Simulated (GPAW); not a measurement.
# zinc-blende (ZnS)₁₋ₓ(ZnSe)ₓ at x = 0.875: the Zn K absorption edge, part 2 of 3

Aim: the Zn K edge in zinc-blende (ZnS)₁₋ₓ(ZnSe)ₓ at x = 0.875, one member of a composition series.

GPAW 26.7.0; X-ray absorption from dipole matrix elements to empty bands, plane-wave PAW LDA.

So far. Step 3 (The field without a hole): The mesh shows a gap of 1.09 eV. The excited electron is kept all the same, so that all members of the series, with or without a gap, are treated alike.

**5. Spectrum with XCH, Zn atom 1**

The holes are 8.0 Å apart. In GPAW the data set carries the hole's charge, so charge=0 means a charged cell and charge=-1 a neutral one. The excited electron is kept in the cell, where it fills the lowest empty states and screens the hole. After the field has converged, empty bands are computed with the density fixed and the dipole matrix elements are summed.

The absorber has 4 Se at 2.44 Å (tetrahedral).

Input file xas.py:

```python
import numpy as np
from ase import Atoms
from ase.parallel import parprint, paropen
from gpaw import GPAW, PW, FermiDirac, Mixer, MixerDif, setup_paths
from gpaw.test import gen
setup_paths.insert(0, '.')
gen('Zn', name='fch1s', xcname='LDA', corehole=(1, 0, 1), write_xml=True)
from gpaw.mpi import world
world.barrier()

atoms = Atoms('ZnSeZnSeZnSeZnSeZnSeZnSeZnSeZnS',
    cell=[[0, 5.63575, 5.63575],
     [5.63575, 0, 5.63575],
     [5.63575, 5.63575, 0]],
    scaled_positions=[[0.9999124, 0.9987808, 0.9994707],
     [0.1243002, 0.1247919, 0.1250843],
     [0.9991011, 0.9987358, 0.5003592],
     [0.124718, 0.1245619, 0.6241181],
     [0.002002, 0.500002, 0.0001613],
     [0.1271466, 0.6238079, 0.1258299],
     [0.9866402, 0.5027615, 0.5042466],
     [0.1235494, 0.6236838, 0.6251597],
     [0.4993329, 0.0005641, 0.0005661],
     [0.6247756, 0.1256655, 0.1254688],
     [0.5029215, 0.9900004, 0.5034452],
     [0.6238092, 0.1254304, 0.6251532],
     [0.5060329, 0.5040201, 0.9884917],
     [0.6262205, 0.6253988, 0.1245234],
     [0.5014544, 0.5036733, 0.5026425],
     [0.6232363, 0.6253543, 0.6244951]],
    pbc=True)
atoms.calc = calc = GPAW(legacy_gpaw=True, mode=PW(400, force_complex_dtype=True), xc='LDA', setups={0: 'fch1s'},
    kpts={'size': (3, 3, 3), 'gamma': True}, occupations=FermiDirac(0.04),
    charge=-1, mixer=Mixer(0.1, 5, 50), maxiter=150,
    convergence={'density': 0.0001, 'eigenstates': 1e-6}, txt='scf.txt')
energy = atoms.get_potential_energy() + calc.get_reference_energy()
ef = calc.get_fermi_level()
out = dict(energy=energy, fermi=ef, forces=atoms.get_forces().tolist())
parprint(f'all-electron energy {energy:.4f} eV, Fermi level {ef:.4f} eV')
ev = np.array([[calc.get_eigenvalues(k, s) for k in range(len(calc.get_ibz_k_points()))] for s in range(calc.get_number_of_spins())])
out['homo'], out['lumo'], out['counts'] = ev[ev < ef].max(), ev[ev > ef].min(), sorted(set((ev < ef).sum((0, 2)).tolist()))
out['filled'] = (ev[:, 0] < ef).sum(1).tolist()

from ase.units import Ha
from gpaw.xas import dipole_matrix_elements
nb = int(calc.get_number_of_electrons() / 2) + 183
top, nb = nb, nb + 8 + nb // 12
nscf = calc.fixed_density(kpts={'size': (4, 4, 4), 'gamma': True}, nbands=nb,
    convergence={'bands': top, 'eigenstates': 5e-3}, maxiter=60, txt='nscf.txt')
cell = atoms.cell.array
ops = [cell.T @ U.T @ np.linalg.inv(cell.T) for U in nscf.wfs.kd.symmetry.op_scc]
filled = [72]  # bands filled in the ground state, by spin
E = np.arange(-6, 30, 0.1)
fwhm = np.interp(E, [4, 25], [1.67, 3.5])
Y, X, zero, highest = 0, 0, 1e9, 1e9
for spin in range(nscf.get_number_of_spins()):
    wfs = nscf.wfs
    mine = wfs.bd.get_slice()  # this rank's bands
    A = dipole_matrix_elements(wfs.setups[0])
    eps = np.zeros((wfs.kd.nibzkpts, nb))
    d = np.zeros((3, A.shape[1], wfs.kd.nibzkpts, nb), complex)
    for kpt in wfs.kpt_u:
        if kpt.s == spin and 0 in kpt.P_ani:
            eps[kpt.k, mine] = kpt.eps_n * Ha
            d[:, :, kpt.k, mine] = (kpt.weight * wfs.nspins / 2) ** 0.5 * np.inner(A, kpt.P_ani[0])
    world.sum(eps)
    world.sum(d)
    T = np.einsum('amkn,bmkn->abkn', d, d.conj()).real
    T = sum(np.einsum('ai,ijkn,bj->abkn', R, T, R) for R in ops) / len(ops)
    empty = np.ones_like(eps, bool) & (np.arange(nb) >= filled[spin])
    zero, highest = min(zero, eps[empty].min()), min(highest, eps[:, top - 1].min())
    lines = [(eps, T, empty)] if spin == 0 else lines + [(eps, T, empty)]
for eps, T, empty in lines:
    f = np.einsum('aakn->akn', T).reshape(3, -1)
    x = eps.ravel() - zero
    w = np.interp(x, E, fwhm) / 2.35482
    g = np.exp(-0.5 * ((E[:, None] - x) / w) ** 2) / (w * (2 * np.pi) ** 0.5)
    Y = Y + (f * empty.ravel()) @ g.T
    X = X + (f * ~empty.ravel()) @ g.T
out.update(E=E.round(2).tolist(), xas=Y.tolist(), xes=X.tolist(), zero=zero, valid=highest - zero, nk=len(eps), nb=nb)
for i in range(0, len(E), 10):
    parprint(f'{E[i]:7.2f}', *(f'{v:10.3e}' for v in Y[:, i]))
import json
with paropen('out.json', 'w') as f:
    json.dump(out, f)
```

The run is started by

```
OMP_NUM_THREADS=1 mpirun -n 4 gpaw python xas.py
```

Numbers of over 12 decimals in the logs are rounded to 6 here.

What it wrote:

```text
Input parameters:
  charge: -1
  convergence: {density: 0.0001,
                eigenstates: 1e-06}
  kpts: {gamma: True,
         size: (3, 3, 3)}
  maxiter: 150
  mixer: {backend: pulay,
          beta: 0.1,
          method: separate,
          nmaxold: 5,
          weight: 50}
  mode: {ecut: 400.0,
         force_complex_dtype: True,
         name: pw}
  occupations: {fixmagmom: False,
                name: fermi-dirac,
                width: 0.04}
  setups: {0: fch1s}

Initialize ...

[... PAW data sets ...]

Reference energy: -853568.338915  # eV

Spin-paired calculation

[... convergence settings ...]
Symmetries present (total): 1
  [... symmetry matrices ...]

27 k-points: 3 x 3 x 3 Monkhorst-Pack grid
14 k-points in the irreducible part of the Brillouin zone
       k-points in crystal coordinates                weights
   0:     0.00000000    0.00000000    0.00000000          1/27
   1:     0.00000000    0.00000000    0.33333333          2/27
   2:     0.00000000    0.33333333   -0.33333333          2/27
   3:     0.00000000    0.33333333    0.00000000          2/27
   4:     0.00000000    0.33333333    0.33333333          2/27
   5:     0.33333333   -0.33333333   -0.33333333          2/27
   6:     0.33333333   -0.33333333    0.00000000          2/27
   7:     0.33333333   -0.33333333    0.33333333          2/27
   8:     0.33333333    0.00000000   -0.33333333          2/27
   9:     0.33333333    0.00000000    0.00000000          2/27
          ...
  13:     0.33333333    0.33333333    0.33333333          2/27

Wave functions: Plane wave expansion
  Cutoff energy: 400.000 eV
  Number of coefficients (min, max): 6423, 6517
  Pulay-stress correction: 0.000000 eV/Ang^3 (de/decut=0.000000)
  Using FFTW library
  Wavefunction extrapolation:
    Improved wavefunction reuse through dual PAW basis

Occupation numbers: Fermi-Dirac:
  width: 0.0400  # eV

Eigensolver
   Davidson(niter=2)

Densities:
  Coarse grid: 40*40*40 grid
  Fine grid: 80*80*80 grid
  Total Charge: 0.000000

Density mixing:
  Method: separate
  Backend: pulay
  Linear mixing parameter: 0.1
  old densities: 5
  Width of damping distribution: 1.1
  Damping of long wavelength oscillations: 50

[... Hamiltonian set-up ...]
Number of atoms: 16
Number of atomic orbitals: 104
Number of bands in calculation: 91
Number of valence electrons: 145
Bands to converge: occupied

... initialized

Initializing position-dependent things.

Density initialized from atomic densities
Creating initial wave functions:
  91 bands from LCAO basis set

                                         Zn
                                Zn

                          Zn
                               Zn
                            S
                                Zn
                    Se
                        Zn
                     Se
             Se            Se

                  Se
         Zn
                    Se
              Zn
           Se

Atomic positions and initial magnetic moments

Positions:
   0 Zn    11.261646   11.268023   11.264135    ( 0.0000,  0.0000,  0.0000)
   1 Se     1.408240    1.405469    1.403821    ( 0.0000,  0.0000,  0.0000)
   2 Zn     8.448525    8.450583   11.259309    ( 0.0000,  0.0000,  0.0000)
   3 Se     4.219373    4.220253    1.404879    ( 0.0000,  0.0000,  0.0000)
   4 Zn     2.818795    0.012192    2.829169    ( 0.0000,  0.0000,  0.0000)
   5 Se     4.224771    1.425712    4.232192    ( 0.0000,  0.0000,  0.0000)
   6 Zn     5.675246    8.402265    8.393896    ( 0.0000,  0.0000,  0.0000)
[...]
13 Se     4.226374    4.231005    7.053813    ( 0.0000,  0.0000,  0.0000)
  14 Zn     5.671344    5.658839    5.664648    ( 0.0000,  0.0000,  0.0000)
  15 S      7.043839    7.031902    7.036744    ( 0.0000,  0.0000,  0.0000)

Unit cell:
           periodic     x           y           z      points  spacing
  1. axis:    yes    0.000000    5.635750    5.635750    40     0.1627
  2. axis:    yes    5.635750    0.000000    5.635750    40     0.1627
  3. axis:    yes    5.635750    5.635750    0.000000    40     0.1627

  Lengths:   7.970154   7.970154   7.970154
  Angles:   60.000000  60.000000  60.000000

Effective grid spacing dv^(1/3) = 0.1775

iter:   1   -70.031584
iter:   2   -68.574943   -0.32  -1.22
iter:   3   -66.566928   -1.10  -1.30
iter:   4   -66.548957   -1.96  -1.55
iter:   5   -66.473298   -1.86  -1.59
iter:   6   -66.433758   -2.78  -2.23
iter:   7   -66.419895c  -3.12  -2.30
iter:   8   -66.418351c  -3.88  -2.81
iter:   9   -66.415972c  -3.90  -2.94
iter:  10   -66.415732c  -4.85  -3.32
iter:  11   -66.415853c  -5.08  -3.50
iter:  12   -66.415740c  -5.18  -3.42
iter:  13   -66.415719c  -6.28c -3.62
iter:  14   -66.415701c  -6.20c -4.06c

Converged after 14 iterations.

Dipole moment: (-25.815103, -25.862371, -25.782963) |e|*Ang

Energy contributions relative to reference atoms: (reference = -853568.338915)

Kinetic:       +104.214015
Potential:      -91.057312
External:        +0.000000
XC:             -79.142930
Entropy (-ST):   -0.013755
Local:           -0.422597
SIC:             +0.000000
--------------------------
Free energy:    -66.422579
Extrapolated:   -66.415701

Showing only first 2 kpts
 Kpt  Band  Eigenvalues  Occupancy
  0    70      3.56713    2.00000
  0    71      3.56796    2.00000
  0    72      4.40564    2.00000
  0    73      5.41927    2.00000

  1    70      3.27997    2.00000
  1    71      3.30843    2.00000
  1    72      5.52316    1.99999
[...]
Fermi level: 6.01535

No gap
No difference between direct/indirect transitions

Forces in eV/Ang:
  0 Zn    0.00266   -0.00458    0.01034
  1 Se    0.18506    0.19732    0.18977
  2 Zn    0.01798    0.01071   -0.19321
  3 Se   -0.17708   -0.18761    0.21018
  4 Zn    0.01679   -0.21064   -0.00357
  5 Se   -0.19515    0.20410   -0.20275
  6 Zn    0.19264   -0.01056   -0.00253
[...]
13 Se    0.01058    0.00912   -0.03808
 14 Zn    0.01868    0.03066    0.02442
 15 S    -0.00552    0.00025   -0.00086
Scalar-relativistic atomic LDA calculation for Zn (Zinc, Z=30)
Core hole in 1s state (1s occupation: 1.0)
600 radial gridpoints.
|------------------------------------------------|
|------------------------------------------------|
[... the atom generator's iteration count ...]

Energy contributions:
-------------------------
Kinetic:    +1455.313461
XC:           -60.592874
Potential:  -2831.921453
-------------------------
Total:      -1437.200866

state      eigenvalue         ekin         rmax
-----------------------------------------------
1s^1.0 :  -362.370562   457.247084        0.033
2s^2.0 :   -45.586324    89.692358        0.186
2p^6.0 :   -40.551796    88.902557        0.147
3s^2.0 :    -5.578362    20.178333        0.572
3p^6.0 :    -3.921210    18.278078        0.568
3d^10.0:    -1.035193    13.091422        0.530
4s^2.0 :    -0.603317     2.163486        1.866
4p^0.0 :    -0.343743     1.345124        2.300
-----------------------------------------------
(units: Bohr and Hartree)

Generating PAW setup
Kinetic energy of the core from tauc = 1332.765430
Cutoffs:
rc(s)=2.430
rc(p)=2.400
rc(d)=2.230
rc(vbar)=2.260
rc(comp)=2.200
rc(nct)=2.430

Kinetic energy of the core states: 1320.072273
Charge: 1.0
Core electrons: 17.0
Valence electrons: 12.0
Pseudo-core charge: 0.063801
Shape function alpha=2.066
Pseudo-electron charge 3.436182
state    eigenvalue         norm
--------------------------------
4s(2) :    -0.603317     1.206269
*s    :     0.396683
4p(0) :    -0.343743     1.021921
*p    :     0.656257
3d(10):    -1.035193     0.095984
*d    :    -0.035193
--------------------------------

Diagonalizing with gridspacing h=0.050

state   all-electron     PAW
-------------------------------
4s:      -0.603317    -0.603615
4p:      -0.343743    -0.343956
3d:      -1.035193    -1.035651
*f:                   -0.018332
-------------------------------
all-electron energy -853634.7546 eV, Fermi level 6.0153 eV
[...]
27.00  1.536e-07  1.534e-07  1.538e-07
  28.00  1.550e-07  1.548e-07  1.552e-07
  29.00  1.529e-07  1.526e-07  1.530e-07
```

The job ended after 6.6 min (4 MPI ranks of Arm Neoverse V2, shared host; peak memory 0.84 GiB; 27 min of CPU time).

The Zn K spectrum, Zn atom 1, excited-electron core hole (neutral cell) (energy from the bottom of the conduction band, which holds the excited electron; intensity scaled to a mean of 1 over the first 20 eV):

| E (eV) | intensity |
| --- | --- |
| -2.0 | 0.00 |
| -0.5 | 0.00 |
| 1.0 | 0.16 |
| 2.5 | 0.84 |
| 4.0 | 1.50 |
| 5.5 | 1.97 |
| 7.0 | 0.98 |
| 8.5 | 1.01 |
| 10.0 | 0.89 |
| 11.5 | 1.05 |
| 13.0 | 1.28 |
| 14.5 | 1.04 |
| 16.0 | 0.79 |
| 17.5 | 0.78 |
| 19.0 | 0.81 |
| 20.5 | 0.71 |
| 22.0 | 0.78 |
| 23.5 | 0.83 |
| 25.0 | 0.84 |
| 26.5 | 0.89 |
| 28.0 | 0.91 |

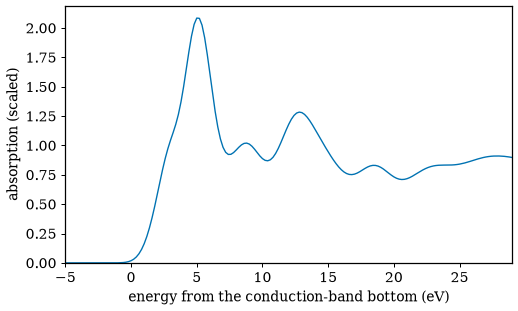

The Zn K edge, Zn atom 1, excited-electron core hole (neutral cell): main maxima at 5.0, 8.8 and 12.8 eV.

Main maxima below 28 eV (height): 5.0 eV (2.08), 8.8 eV (1.02), 12.8 eV (1.28) and 18.4 eV (0.83). A K edge sees empty p states on the absorber.

The total-energy difference is 9673.10 eV. One term is added: -30.82 eV, since the hole is spin-paired here and a spin-polarised one costs that much less in the free atom (computed apart). The photon energy is then 9642.28 eV. The tabulated edge of the element is 9659 eV. The functional leaves an error in such absolute values: in the free atom LDA prices this hole 19.1 eV below PBE (computed apart), and PBE is itself good to a few eV.

**6. Reference energy of the cell**

The absorbing element, whose data set is made anew, changes for the next run, so it gets a reference energy of its own.

Input file scf.py:

```python
import numpy as np
from ase import Atoms
from ase.parallel import parprint, paropen
from gpaw import GPAW, PW, FermiDirac, Mixer, MixerDif, setup_paths
from gpaw.test import gen
setup_paths.insert(0, '.')
gen('S', name='nch1s', xcname='LDA', corehole=(1, 0, 0), write_xml=True)
from gpaw.mpi import world
world.barrier()

atoms = Atoms('ZnSeZnSeZnSeZnSeZnSeZnSeZnSeZnS',
    cell=[[0, 5.63575, 5.63575],
     [5.63575, 0, 5.63575],
     [5.63575, 5.63575, 0]],
    scaled_positions=[[0.9999124, 0.9987808, 0.9994707],
     [0.1243002, 0.1247919, 0.1250843],
     [0.9991011, 0.9987358, 0.5003592],
     [0.124718, 0.1245619, 0.6241181],
     [0.002002, 0.500002, 0.0001613],
     [0.1271466, 0.6238079, 0.1258299],
     [0.9866402, 0.5027615, 0.5042466],
     [0.1235494, 0.6236838, 0.6251597],
     [0.4993329, 0.0005641, 0.0005661],
     [0.6247756, 0.1256655, 0.1254688],
     [0.5029215, 0.9900004, 0.5034452],
     [0.6238092, 0.1254304, 0.6251532],
     [0.5060329, 0.5040201, 0.9884917],
     [0.6262205, 0.6253988, 0.1245234],
     [0.5014544, 0.5036733, 0.5026425],
     [0.6232363, 0.6253543, 0.6244951]],
    pbc=True)
atoms.calc = calc = GPAW(legacy_gpaw=True, mode=PW(400, force_complex_dtype=True), xc='LDA', setups={15: 'nch1s'},
    kpts={'size': (3, 3, 3), 'gamma': True}, occupations=FermiDirac(0.02),
    charge=0, mixer=Mixer(0.1, 5, 50), maxiter=150,
    convergence={'density': 0.0001, 'eigenstates': 1e-6}, txt='scf.txt')
energy = atoms.get_potential_energy() + calc.get_reference_energy()
ef = calc.get_fermi_level()
out = dict(energy=energy, fermi=ef, forces=atoms.get_forces().tolist())
parprint(f'all-electron energy {energy:.4f} eV, Fermi level {ef:.4f} eV')
ev = np.array([[calc.get_eigenvalues(k, s) for k in range(len(calc.get_ibz_k_points()))] for s in range(calc.get_number_of_spins())])
out['homo'], out['lumo'], out['counts'] = ev[ev < ef].max(), ev[ev > ef].min(), sorted(set((ev < ef).sum((0, 2)).tolist()))
out['filled'] = (ev[:, 0] < ef).sum(1).tolist()
import json
with paropen('out.json', 'w') as f:
    json.dump(out, f)
```

The run is started by

```
OMP_NUM_THREADS=1 mpirun -n 4 gpaw python scf.py
```

What it wrote:

```text
Input parameters:
  convergence: {density: 0.0001,
                eigenstates: 1e-06}
  kpts: {gamma: True,
         size: (3, 3, 3)}
  maxiter: 150
  mixer: {backend: pulay,
          beta: 0.1,
          method: separate,
          nmaxold: 5,
          weight: 50}
  mode: {ecut: 400.0,
         force_complex_dtype: True,
         name: pw}
  occupations: {fixmagmom: False,
                name: fermi-dirac,
[...]
3s(2) :    -0.634959     1.191395
*s    :     0.365041
3p(4) :    -0.261139     0.997058
*p    :     0.738861
*d    :     0.000000
--------------------------------

Diagonalizing with gridspacing h=0.050

state   all-electron     PAW
-------------------------------
3s:      -0.634959    -0.635587
3p:      -0.261139    -0.261554
*d:                    0.043150
*f:                    0.074695
-------------------------------
all-electron energy -863307.8546 eV, Fermi level 4.0715 eV
[key lines of the parts left out:]
Converged after 12 iterations.
Dipole moment: (-25.734177, -25.760995, -25.694611) |e|*Ang
Free energy:    -59.841541
Fermi level: 4.07151
```

Run time: 57 s. Hardware: 4 MPI ranks; peak memory 0.37 GiB.

Reference energy: -863307.855 eV with the cores included.

[end of part 2 of 3]

[Banner, clock and machine lines of the logs are left out without a mark of their own.]

[Logs are printed without paths, hosts, clocks, repeated set-up lines and the standing remarks that a program may print on its own settings, such as how far it seeks lower states.]

[Hosts, paths, dates, database ids (printed as entryN), source tags and the programs' standing remarks are cut or masked in the printed files.]

[Lists of maxima count a maximum above −3 eV only where it reaches 4 % of the highest in the window and stands out from its surroundings by 2 % of it (1.5 % where it reaches 55 %); shoulders and weaker maxima are passed over, and of the rest the first, up to two pre-edge ones and the few strongest are named.]
